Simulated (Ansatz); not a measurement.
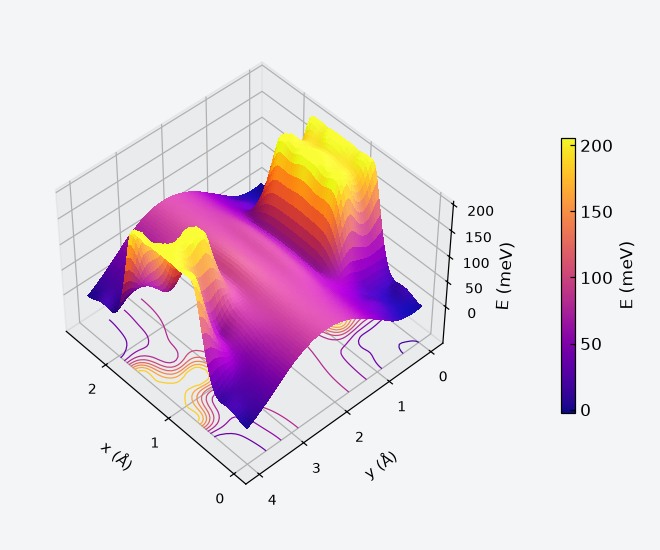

Energy landscape of H on a C(011) slab cut from the Fmmm phase, its upper half relaxed before the scan (12 atoms of substrate and one adsorbate in a 2 × 1 cell). H is moved over the surface cell at a fixed height above a rigid substrate; the origin of the map has the adsorbate above C11; the height is held at 2.80 Å. Places are given modulo a cell vector. The map is drawn in real space over the plane of the surface. The scan uses a 6 × 6 grid; 24 points were computed and 12 follow by symmetry. Places are given in fractions of the 1 × 1 surface cell. All energies are given in meV relative to the lowest grid point. At a fixed height the lowest place need not be the adsorption site. The calculation used Ansatz 0.2.0, DFT PBE+D3(BJ), scalar-relativistic, plane waves, PAW. Settings: cutoff 420 eV, k-mesh 6×7×1, gaussian smearing 0.05 eV, spin-polarised.

The picture shows a relief with its contours projected below, any walls above the top of the colour scale cut off. Between grid points the surface is interpolated. 

Summarise what can be read from the map.

Answer. The lowest grid point is at the top site over a surface C atom, (0/6, 0/6) of the cell vectors. The bottom of the well lies between grid points, at about (0.92, 0.06) of the cell vectors, about 2.2 meV lower on the interpolated surface. No other kind of well shows on this grid. The highest grid point, (3/6, 5/6) of the cell vectors [nearest 2 C at 3.13 Å], lies 256 meV above the lowest. On the interpolated surface the easiest way out of the lowest well to its copy in the next cell or period passes a barrier of about 70 meV, counted from the interpolated bottom of the well. At the lowest point the adsorbate has 1 C at 2.80 Å as nearest neighbours, at the highest 2 C at 3.13 Å.

The input of one point:

```yaml
crystal:
  lattice:
    - [4.9311586502, 0.0, 0.0]
    - [0.0, 4.0098697767, 0.0]
    - [0.0, 0.0, 21.6014232414]
  atoms:
    - { symbol: C, position: [0.25, 0.3776970832, 0.185172984] }
    - { symbol: C, position: [0.75, 0.3776970832, 0.185172984] }
    - { symbol: C, position: [0.0, 0.4720802753, 0.213042646] }
    - { symbol: C, position: [0.5, 0.4720802753, 0.213042646] }
    - { symbol: C, position: [0.0, 0.6609562027, 0.2688143161] }
    - { symbol: C, position: [0.5, 0.6609562027, 0.2688143161] }
    - { symbol: C, position: [0.25, 0.7503681903, 0.2962457608] }
    - { symbol: C, position: [0.75, 0.7503681903, 0.2962457608] }
    - { symbol: C, position: [0.25, 0.9412921293, 0.3552728042] }
    - { symbol: C, position: [0.75, 0.9412921293, 0.3552728042] }
    - { symbol: C, position: [0.0, 0.0234303656, 0.3796705036] }
    - { symbol: C, position: [0.5, 0.0234303656, 0.3796705036] }
    - { symbol: H, position: [0.0, 0.0234303656, 0.5092915924], spin: 1.0 }
basis:
  ecutwfc: 420
kpoints:
  mp_grid: { grid: [6, 7, 1] }
hamiltonian:
  xc: pbe
  pseudopotentials: { kind: paw, azcp: { folder: soft_1 } }
  dispersion: d3bj
scf:
  occupations: { method: gaussian, width: 0.05 }
output:
  forces: true
  eigenvalues: true
  populations: true
magnetization:
  spin_polarized: true
efield:
  axis: 3
  dipole_correction: true
  ramp_width: 0.04
```

The whole map (24 points run) took 21 min on 2 threads of Arm Neoverse V2, with other jobs on the host.
